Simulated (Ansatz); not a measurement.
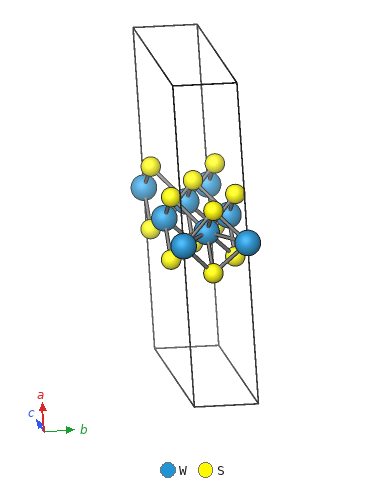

The image is a ball-and-stick drawing of a crystal, viewed from the side at a slight tilt. The cell (the run's own, in a reduced setting) is outlined; an atom on or near a face, edge or corner is repeated at each equivalent position.

WS2, a = 17.24 Å, b = 3.15 Å, c = 10.60 Å, α = 90.00°, β = 99.35°, γ = 95.23°.

The numbers come from DFT PBEsol, scalar-relativistic, plane waves, PAW in Ansatz 0.2.0, using plane waves up to 420 eV, k-points about 0.22 Å⁻¹ apart, Gaussian smearing of 0.05 eV, no spin polarisation.

> How large a gap does the method give, if there is one?

A semiconductor at this level, with a gap of 1.73 eV on the k-mesh (the true edges may lie between mesh points, so the gap can be somewhat smaller).

Its origin is a structure listed in the Materials Project. The cell was then strained or its atoms displaced on purpose. It was the input of a calculation with Ansatz.

At this level of theory the cell isn't at rest (forces up to 4.0 eV/Å), so its distances can differ from those at equilibrium, the more so the softer the solid.
